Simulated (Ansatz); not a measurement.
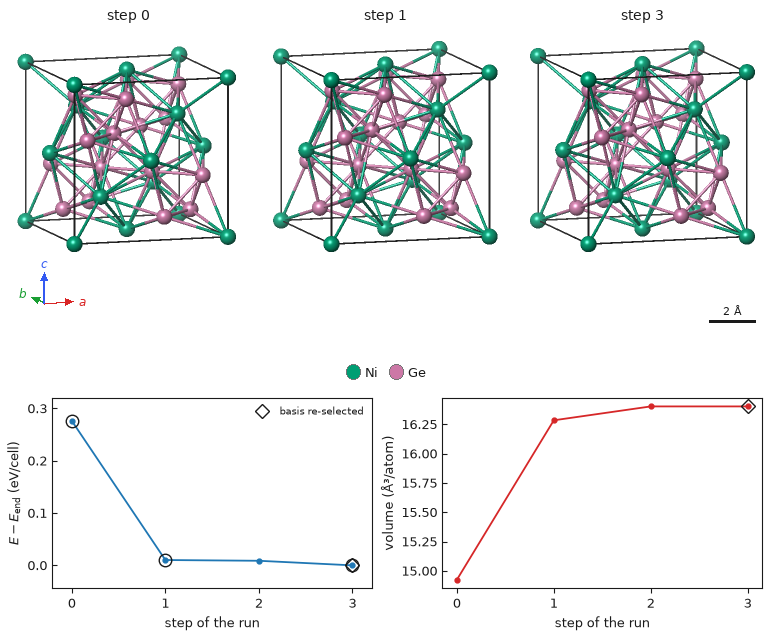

Frames of a relaxation of solid NiGe₂ (built on the cubic Laves (C15)_227 type) (coarse preliminary run), marked on the history of the run. The picture is a ball-and-stick view of the conventional cell (4 times the calculation's cell), seen slightly off an axis. Lengths and directions refer to the drawn axes.

Case: cubic Laves (C15) type (Fd-3m, No. 227).

Method: DFT r2SCAN, scalar-relativistic, plane waves, PAW in Ansatz.

Input
```yaml
crystal:
  lattice:
    - [0.0, 3.5508618524, 3.5508618524]
    - [3.5508618524, 0.0, 3.5508618524]
    - [3.5508618524, 3.5508618524, 0.0]
  atoms:
    - { symbol: Ni, position: [0.0, 0.0, 0.0] }
    - { symbol: Ni, position: [0.25, 0.25, 0.25] }
    - { symbol: Ge, position: [0.625, 0.625, 0.625] }
    - { symbol: Ge, position: [0.125, 0.625, 0.625] }
    - { symbol: Ge, position: [0.625, 0.625, 0.125] }
    - { symbol: Ge, position: [0.625, 0.125, 0.625] }
basis:
  ecutwfc: 500
kpoints:
  mp_grid: { grid: [4, 4, 4] }
hamiltonian:
  xc: r2scan
scf:
  occupations: { method: gaussian, width: 0.1 }
  lower_state_search: "off"
output:
  forces: true
  stress: true
  eigenvalues: true
relax:
  adjacent_minimum: "off"
  f_tol: 0.04
  max_steps: 70
  cell: { stress_tol: 0.4 }
```

Run as
```bash
ansatz run input.yaml --threads 1 --pin off --max-ram 3072MiB --backend cpu --events-out ev --progress --plain --runs-dir out
```

Q: What happens along the run?

A: Over 2 accepted moves (3 points after the start) the energy falls by 0.276 eV per cell of the calculation. All forces vanish by symmetry, so only the cell relaxes. Pressure: 10.68 GPa at the start and 0.17 GPa at the end. At 1 point the geometry stayed and the basis and grid were re-selected for the new cell (energy shift of 8.7 meV per cell of the calculation at most each time). The atoms keep their places relative to the cell (all moves are under 0.005 Å). The volume changes by +9.9 %, with a = b = c 7.102 → 7.329 Å (+3.2 %). Among the contacts that change: Ni1–Ni2 3.075 → 3.174 Å, Ni1–Ge3 2.944 → 3.038 Å, Ge3–Ge4 2.511 → 2.591 Å. The space group stays Fd-3m (No. 227). Cost: 36 s on 1 thread of Arm Neoverse V2, with other jobs on the host, peak memory 0.66 GiB. From step 0 to 1: volume +9.1 %, energy −0.266 eV per cell of the calculation. From step 1 to 3: volume +0.7 %, energy −10.2 meV per cell of the calculation.
